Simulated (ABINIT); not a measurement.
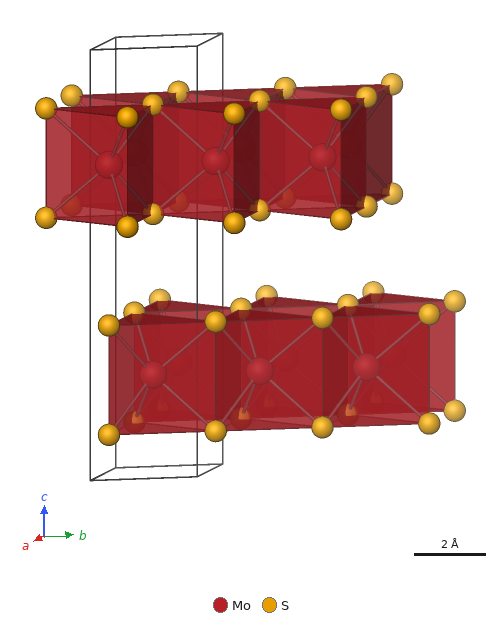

The structure as given in the input (polyhedral view of the cell of the calculation, repeated 2 × 3 × 1, seen slightly off an axis; polyhedra are completed across the faces of the cell). An atom can appear more than once, as a periodic image.

Run report: MoS₂, single-point calculation

The run: single-point calculation of MoS₂ (P6₃/mmc, 6 atoms in the cell). Method and program: Kohn-Sham DFT of a periodic cell, PBEsol, PseudoDojo NC SR PBEsol v0.4.1 standard, no spin polarisation (ABINIT 10.8.3).

The structure derives from an entry of the Crystallography Open Database.

Input:
```
pp_dirpath "./"
pseudos "Mo.upf, S.upf"

acell 3*1.0
rprim
     5.9885420889     0.0000000000     0.0000000000
    -2.9942710445     5.1862295807     0.0000000000
     0.0000000000     0.0000000000    23.2889847599
ntypat 2
znucl 42 16
natom 6
typat 1 1 2 2 2 2
xcart
     2.9942710448     1.7287431934    17.4667385699
    -0.0000000003     3.4574863873     5.8222461900
     2.9942710448     1.7287431934     8.7799472545
    -0.0000000003     3.4574863873    20.4244396344
     2.9942710448     1.7287431934     2.8645451255
    -0.0000000003     3.4574863873    14.5090375054

ecut 36.0

kptopt 1
ngkpt 8 8 2
nshiftk 1
shiftk 0.0 0.0 0.0

ixc -116133

nband 32
occopt 3
tsmear 0.05 eV

nstep 100
tolvrs 1.0e-10

iomode 3
prtwf 0
prteig 0
prtebands 0
prtden 1
prtvha 1
prtvclmb 1
prtpot 1
prtelf 1
```

Run on 4 threads of Arm Neoverse V2, 128 GiB of memory available, shared host.

Launched with:
```bash
mpirun --bind-to none -np 4 abinit run.abi > log 2>&1
```

What the program printed:
```
.Version 10.8.3 of ABINIT
 Symmetries : space group P6_3/m m c (#194); Bravais hP (primitive hexag.)
================================================================================
 Values of the parameters that define the memory need of the present run
     intxc =       0    ionmov =       0      iscf =       7    lmnmax =       6
     lnmax =       6     mgfft =     128  mpssoang =       3    mqgrid =    6291
     natom =       6  nloc_mem =       1    nspden =       1   nspinor =       1
    nsppol =       1      nsym =      24    n1xccc =    2501    ntypat =       2
    occopt =       3   xclevel =       2
       mpw =        7496          nfft =      165888          nkpt =          20
================================================================================
================================================================================

--------------------------------------------------------------------------------
------------- Echo of variables that govern the present computation ------------
--------------------------------------------------------------------------------
 -outvars: echo values of preprocessed input variables --------
            acell      1.0000000000E+00  1.0000000000E+00  1.0000000000E+00 Bohr
              amu      9.59400000E+01  3.20660000E+01
             ecut      3.60000000E+01 Hartree
              ixc     -116133
         kptrlatt        8    0    0      0    8    0      0    0    2
          kptrlen      4.65779695E+01
            natom           6
            nband          32
            ngfft          36      36     128
             nkpt          20
            nstep         100
             nsym          24
           ntypat           2
           occopt           3
        prtebands           0
           prteig           0
           prtelf           1
           prtpot           1
         prtvclmb           1
           prtvha           1
            prtwf           0
            rprim      5.9885420889E+00  0.0000000000E+00  0.0000000000E+00
                      -2.9942710445E+00  5.1862295807E+00  0.0000000000E+00
                       0.0000000000E+00  0.0000000000E+00  2.3288984760E+01
          spgroup         194
           tolvrs      1.00000000E-10
           tsmear      1.83746611E-03 Hartree
            typat      1  1  2  2  2  2
           xangst      1.5844999989E+00  9.1481150092E-01  9.2429999937E+00
                       8.8203245230E-12  1.8296230018E+00  3.0809999979E+00
                       1.5844999989E+00  9.1481150092E-01  4.6461479968E+00
                       8.8203245230E-12  1.8296230018E+00  1.0808147993E+01
                       1.5844999989E+00  9.1481150092E-01  1.5158519990E+00
                       8.8203245230E-12  1.8296230018E+00  7.6778519948E+00
            xcart      2.9942710445E+00  1.7287431936E+00  1.7466738570E+01
                       1.6667997690E-11  3.4574863871E+00  5.8222461900E+00
                       2.9942710445E+00  1.7287431936E+00  8.7799472545E+00
                       1.6667997690E-11  3.4574863871E+00  2.0424439634E+01
                       2.9942710445E+00  1.7287431936E+00  2.8645451255E+00
                       1.6667997690E-11  3.4574863871E+00  1.4509037505E+01
             xred      6.6666666668E-01  3.3333333333E-01  7.5000000000E-01
                       3.3333333334E-01  6.6666666667E-01  2.5000000000E-01
                       6.6666666668E-01  3.3333333333E-01  3.7700000000E-01
                       3.3333333334E-01  6.6666666667E-01  8.7700000000E-01
                       6.6666666668E-01  3.3333333333E-01  1.2300000000E-01
                       3.3333333334E-01  6.6666666667E-01  6.2300000000E-01
            znucl       42.00000   16.00000

================================================================================

 chkinp: Checking input parameters for consistency.

================================================================================
== DATASET  1 ==================================================================

--- !DatasetInfo
iteration_state: {dtset: 1, }
dimensions: {natom: 6, nkpt: 20, mband: 32, nsppol: 1, nspinor: 1, nspden: 1, mpw: 7496, }
cutoff_energies: {ecut:  36.0, pawecutdg:  -1.0, }
electrons: {nelect:   5.20000000E+01, charge:   0.00000000E+00, occopt:   3.00000000E+00, tsmear:   1.83746611E-03, }
meta: {optdriver: 0, ionmov: 0, optcell: 0, iscf: 7, paral_kgb: 0, }
...

 Real(R)+Recip(G) space primitive vectors, cartesian coordinates (Bohr,Bohr^-1):
 R(1)=  5.9885421  0.0000000  0.0000000  G(1)=  0.1669856  0.0964092  0.0000000
 R(2)= -2.9942710  5.1862296  0.0000000  G(2)=  0.0000000  0.1928183  0.0000000
 R(3)=  0.0000000  0.0000000 23.2889848  G(3)=  0.0000000  0.0000000  0.0429388
 Unit cell volume ucvol=  7.2330822E+02 bohr^3
 Angles (23,13,12)=  9.00000000E+01  9.00000000E+01  1.20000000E+02 degrees

 getcut: wavevector=  0.0000  0.0000  0.0000  ngfft=  36  36 128
         ecut(hartree)=     36.000   => boxcut(ratio)=   2.03490

--- Pseudopotential description ------------------------------------------------
- pspini: atom type   1  psp file is ./Mo.upf
12 -116133 2 -1 1640                          pspcod,pspxc,lmax,lloc,mmax
     nproj     2     2     2

- pspini: atom type   2  psp file is ./S.upf
12 -116133 2 -1 1146                          pspcod,pspxc,lmax,lloc,mmax
     nproj     2     2     2

   3.47221697E+03                                ecore*ucvol(ha*bohr**3)
--------------------------------------------------------------------------------

================================================================================

--- !BeginCycle
iteration_state: {dtset: 1, }
solver: {iscf: 7, nstep: 100, nline: 4, wfoptalg: 0, }
tolerances: {tolvrs: 1.00E-10, }
...

     iter   Etot(hartree)      deltaE(h)  residm     vres2
 ETOT  1  -184.26345347786    -1.843E+02 8.924E-02 3.349E+03
 ETOT  2  -182.06702815116     2.196E+00 4.920E-02 3.113E+04
 ETOT  3  -184.82881694018    -2.762E+00 1.108E-02 3.729E+00
 ETOT  4  -184.83218953253    -3.373E-03 1.965E-02 4.463E+00
 ETOT  5  -184.83263105673    -4.415E-04 2.804E-03 2.816E-01
 ETOT  6  -184.83267188204    -4.083E-05 3.988E-03 9.547E-02
 ETOT  7  -184.83267552259    -3.641E-06 6.669E-04 6.833E-03
 ETOT  8  -184.83267611136    -5.888E-07 1.354E-03 4.854E-05
 ETOT  9  -184.83267611842    -7.067E-09 5.053E-04 1.858E-06
 ETOT 10  -184.83267611902    -5.940E-10 9.199E-04 4.748E-07
 ETOT 11  -184.83267611910    -8.203E-11 3.097E-04 9.212E-09
 ETOT 12  -184.83267611910    -2.842E-14 6.689E-04 2.850E-11

 At SCF step   12       vres2   =  2.85E-11 < tolvrs=  1.00E-10 =>converged.

 Compute ELF
--------------------------------------------------------------------------------

 Compute kinetic energy density

 Compute gradient of the electron density
 Electron Localization Function (ELF) [min:0;max:1]
)     Maximum=    9.4670E-01  at reduced coord.    0.3333    0.6667    0.9453
)     Minimum=    2.6439E-08  at reduced coord.    0.3333    0.6667    0.2500
   Integrated=    2.8216E+02

--------------------------------------------------------------------------------
 End of ELF section

 Cartesian components of stress tensor (hartree/bohr^3)
  sigma(1 1)=  1.14307525E-04  sigma(3 2)=  0.00000000E+00
  sigma(2 2)=  1.14307525E-04  sigma(3 1)=  0.00000000E+00
  sigma(3 3)=  8.32141582E-05  sigma(2 1)=  6.50869411E-14

--- !ResultsGS
iteration_state: {dtset: 1, }
comment   : Summary of ground state results
lattice_vectors:
- [  5.9885421,   0.0000000,   0.0000000, ]
- [ -2.9942710,   5.1862296,   0.0000000, ]
- [  0.0000000,   0.0000000,  23.2889848, ]
lattice_lengths: [   5.98854,    5.98854,   23.28898, ]
lattice_angles: [ 90.000,  90.000, 120.000, ] # degrees, (23, 13, 12)
lattice_volume:   7.2330822E+02
convergence: {deltae: -2.842E-14, res2:  2.850E-11, residm:  6.689E-04, diffor: null, }
etotal    :  -1.84832676E+02
entropy   :   0.00000000E+00
fermie    :   3.23639650E-01
cartesian_stress_tensor: # hartree/bohr^3
- [  1.14307525E-04,   6.50869411E-14,   0.00000000E+00, ]
- [  6.50869411E-14,   1.14307525E-04,   0.00000000E+00, ]
- [  0.00000000E+00,   0.00000000E+00,   8.32141582E-05, ]
pressure_GPa:  -3.0581E+00
xred      :
- [  6.6667E-01,   3.3333E-01,   7.5000E-01, Mo]
- [  3.3333E-01,   6.6667E-01,   2.5000E-01, Mo]
- [  6.6667E-01,   3.3333E-01,   3.7700E-01,  S]
- [  3.3333E-01,   6.6667E-01,   8.7700E-01,  S]
- [  6.6667E-01,   3.3333E-01,   1.2300E-01,  S]
- [  3.3333E-01,   6.6667E-01,   6.2300E-01,  S]
cartesian_forces: # hartree/bohr
- [  1.57371496E-28,   2.12003110E-28,   2.89120579E-19, ]
- [  1.57371496E-28,   4.32659408E-30,   2.89120579E-19, ]
- [ -6.74449269E-29,   1.34124416E-28,  -5.91867362E-03, ]
- [ -1.12408212E-28,  -1.51430793E-28,  -5.91867362E-03, ]
- [ -6.74449269E-29,  -2.16329704E-29,   5.91867362E-03, ]
- [ -6.74449269E-29,  -1.77390357E-28,   5.91867362E-03, ]
force_length_stats: {min:   2.89120579E-19, max:   5.91867362E-03, mean:   3.94578241E-03, }
...

 Integrated electronic density in atomic spheres:
 ------------------------------------------------
 Atom  Sphere_radius  Integrated_density
    1        2.00000         10.49491120
    2        2.00000         10.49491120
    3        2.00000          3.90540083
    4        2.00000          3.90540083
    5        2.00000          3.90540083
    6        2.00000          3.90540083
================================================================================

 ----iterations are completed or convergence reached----

 Mean square residual over all n,k,spin=   43.142E-07; max=  66.894E-05
 reduced coordinates (array xred) for    6 atoms
       0.666666666675      0.333333333333      0.750000000000
       0.333333333342      0.666666666667      0.250000000000
       0.666666666675      0.333333333333      0.377000000000
       0.333333333342      0.666666666667      0.877000000000
       0.666666666675      0.333333333333      0.123000000000
       0.333333333342      0.666666666667      0.623000000000
 rms dE/dt=  6.4978E-02; max dE/dt=  1.3784E-01; dE/dt below (all hartree)
    1      -0.000000000000     -0.000000000000      0.000000000000
    2      -0.000000000000      0.000000000000      0.000000000000
    3       0.000000000000     -0.000000000000      0.137839899761
    4       0.000000000000      0.000000000000      0.137839899761
    5       0.000000000000     -0.000000000000     -0.137839899761
    6       0.000000000000      0.000000000000     -0.137839899761

 cartesian coordinates (angstrom) at end:
    1      1.58449999893236     0.91481150091853     9.24299999373421
    2      0.00000000000882     1.82962300183707     3.08099999791140
    3      1.58449999893236     0.91481150091853     4.64614799684653
    4      0.00000000000882     1.82962300183707    10.80814799266934
    5      1.58449999893236     0.91481150091853     1.51585199897627
    6      0.00000000000882     1.82962300183707     7.67785199479908

 cartesian forces (hartree/bohr) at end:
    1      0.00000000000000     0.00000000000000     0.00000000000000
    2      0.00000000000000     0.00000000000000     0.00000000000000
    3     -0.00000000000000     0.00000000000000    -0.00591867362112
    4     -0.00000000000000    -0.00000000000000    -0.00591867362112
    5     -0.00000000000000    -0.00000000000000     0.00591867362112
    6     -0.00000000000000    -0.00000000000000     0.00591867362112
 frms,max,avg= 2.7900895E-03 5.9186736E-03   0.000E+00  0.000E+00  0.000E+00 h/b

 cartesian forces (eV/Angstrom) at end:
    1      0.00000000000000     0.00000000000000     0.00000000000000
    2      0.00000000000000     0.00000000000000     0.00000000000000
    3     -0.00000000000000     0.00000000000000    -0.30435043452181
    4     -0.00000000000000    -0.00000000000000    -0.30435043452180
    5     -0.00000000000000    -0.00000000000000     0.30435043452180
    6     -0.00000000000000    -0.00000000000000     0.30435043452180
 frms,max,avg= 1.4347217E-01 3.0435043E-01   0.000E+00  0.000E+00  0.000E+00 e/A
 length scales=  1.000000000000  1.000000000000  1.000000000000 bohr
              =  0.529177210544  0.529177210544  0.529177210544 angstroms
 Fermi (or HOMO) energy (hartree) =   0.32364   Average Vxc (hartree)=  -0.40933
 Eigenvalues (hartree) for nkpt=  20  k points:
 kpt#   1, nband= 32, wtk=  0.00781, kpt=  0.0000  0.0000  0.0000 (reduced coord)
  -1.94928   -1.94928   -1.00047   -1.00047   -0.99190   -0.99190   -0.99190   -0.99190
  -0.24097   -0.23090   -0.19604   -0.17941    0.05457    0.09324    0.17895    0.18788
   0.18788    0.18836    0.18836    0.22847    0.22847    0.23018    0.23018    0.26516
   0.26563    0.30867    0.38566    0.38601    0.38664    0.38700    0.39218    0.39783
      occupation numbers for kpt#   1
   2.00000    2.00000    2.00000    2.00000    2.00000    2.00000    2.00000    2.00000
   2.00000    2.00000    2.00000    2.00000    2.00000    2.00000    2.00000    2.00000
   2.00000    2.00000    2.00000    2.00000    2.00000    2.00000    2.00000    2.00000
   2.00000    1.99942    0.00000    0.00000    0.00000    0.00000    0.00000    0.00000
 prteigrs : prtvol=0 or 1, do not print more k-points.

--- !EnergyTerms
iteration_state     : {dtset: 1, }
comment             : Components of total free energy in Hartree
kinetic             :  5.98665831135412E+01
hartree             :  5.39242472206795E+01
xc                  : -3.31301435673026E+01
Ewald energy        : -1.19847493876168E+02
psp_core            :  4.80046662530691E+00
local_psp           : -1.73705287146093E+02
non_local_psp       :  2.32589516872015E+01
internal            : -1.84832675942835E+02
'-kT*entropy'       : -1.76265236862428E-07
total_energy        : -1.84832676119100E+02
total_energy_eV     : -5.02955334075514E+03
band_energy         : -1.62402365132595E+01
...

 Cartesian components of stress tensor (hartree/bohr^3)
  sigma(1 1)=  1.14307525E-04  sigma(3 2)=  0.00000000E+00
  sigma(2 2)=  1.14307525E-04  sigma(3 1)=  0.00000000E+00
  sigma(3 3)=  8.32141582E-05  sigma(2 1)=  6.50869411E-14

-Cartesian components of stress tensor (GPa)         [Pressure= -3.0581E+00 GPa]
- sigma(1 1)=  3.36304350E+00  sigma(3 2)=  0.00000000E+00
- sigma(2 2)=  3.36304350E+00  sigma(3 1)=  0.00000000E+00
- sigma(3 3)=  2.44824506E+00  sigma(2 1)=  1.91492392E-09

== END DATASET(S) ==============================================================
================================================================================

 -outvars: echo values of variables after computation  --------
            acell      1.0000000000E+00  1.0000000000E+00  1.0000000000E+00 Bohr
           etotal     -1.8483267612E+02
            fcart      1.5737149612E-28  2.1200310984E-28  2.8912057933E-19
                       1.5737149612E-28  4.3265940799E-30  2.8912057933E-19
                      -6.7444926908E-29  1.3412441643E-28 -5.9186736211E-03
                      -1.1240821151E-28 -1.5143079274E-28 -5.9186736211E-03
                      -6.7444926908E-29 -2.1632970393E-29  5.9186736211E-03
                      -6.7444926908E-29 -1.7739035721E-28  5.9186736211E-03
            rprim      5.9885420889E+00  0.0000000000E+00  0.0000000000E+00
                      -2.9942710445E+00  5.1862295807E+00  0.0000000000E+00
                       0.0000000000E+00  0.0000000000E+00  2.3288984760E+01
           strten      1.1430752536E-04  1.1430752515E-04  8.3214158151E-05
                       0.0000000000E+00  0.0000000000E+00  6.5086941134E-14
           xangst      1.5844999989E+00  9.1481150092E-01  9.2429999937E+00
                       8.8203245230E-12  1.8296230018E+00  3.0809999979E+00
                       1.5844999989E+00  9.1481150092E-01  4.6461479968E+00
                       8.8203245230E-12  1.8296230018E+00  1.0808147993E+01
                       1.5844999989E+00  9.1481150092E-01  1.5158519990E+00
                       8.8203245230E-12  1.8296230018E+00  7.6778519948E+00
             xred      6.6666666668E-01  3.3333333333E-01  7.5000000000E-01
                       3.3333333334E-01  6.6666666667E-01  2.5000000000E-01
                       6.6666666668E-01  3.3333333333E-01  3.7700000000E-01
                       3.3333333334E-01  6.6666666667E-01  8.7700000000E-01
                       6.6666666668E-01  3.3333333333E-01  1.2300000000E-01
                       3.3333333334E-01  6.6666666667E-01  6.2300000000E-01
 Calculation completed.
```

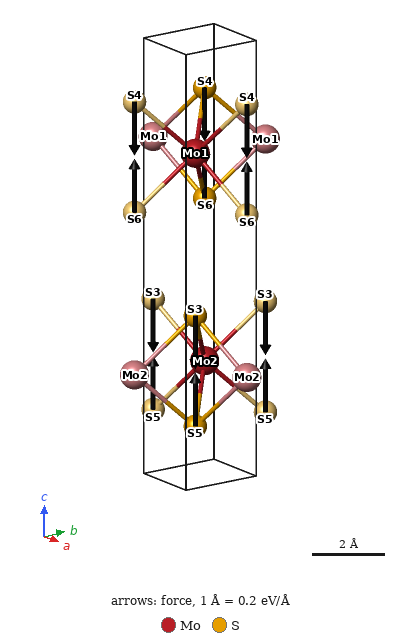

Forces on the atoms as black arrows (ball-and-stick view of the cell of the calculation, seen slightly off an axis; neighbours outside the cell are drawn fainter; atoms are numbered from 1 in the order of the input). The largest act on all 4 S atoms (0.30 eV/Å). The geometry is not a stationary point of this energy.

Key numbers:

```csv
quantity,value
outcome,converged
space group (tolerance 0.01 Å),P6₃/mmc (194)
electrons treated,52
free energy,−5029.5533 eV
Fermi energy,8.807 eV
gap on the k-point mesh,0.94 eV
pressure,−3.06 GPa
largest force (length of the vector),0.304 eV/Å
wall time,69 s (CPU time 4.4 min)
peak memory,0.48 GiB
```
